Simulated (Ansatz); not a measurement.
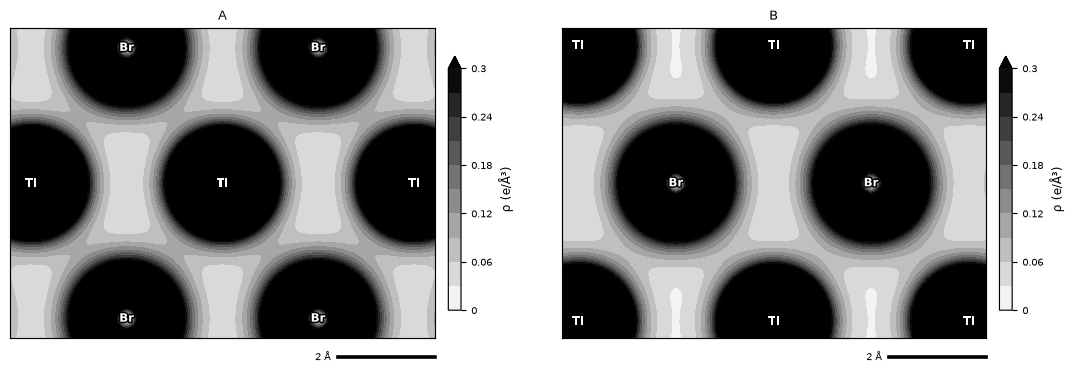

TlBr. The valence charge density (pseudo) of two cells that differ in size, on the (011̄) plane of each (indices in the axes of the calculation cell), at one length scale and on one colour scale; one has 31.5 and the other 33.4 Å³ an atom.

Theory: Ansatz 0.2.0, DFT PBE+D3(BJ), scalar-relativistic, plane waves, PAW.

The larger cell:

```xyz
2
Lattice="4.0581 0.0000 0.0000 0.0000 4.0581 0.0000 0.0000 0.0000 4.0581" Properties=species:S:1:pos:R:3 pbc="T T T"
Tl    0.0000    0.0000    0.0000
Br    2.0290    2.0290    2.0290
```

The smaller cell: a = 3.980 Å, b = 3.980 Å, c = 3.980 Å, α = 90.00°, β = 90.00°, γ = 90.00°.

**Which is the denser cell? Describe the effect of the change.**

Panel A is the smaller cell, by 6 % in volume. From the larger cell to the smaller, Tl–Br goes from 3.51 to 3.45 Å, and the density at its midpoint from 0.08 to 0.09 e/Å³; the pressure goes from 1.7 to 0.0 GPa; the Kohn–Sham gap goes from 2.0 eV to 1.9 eV.
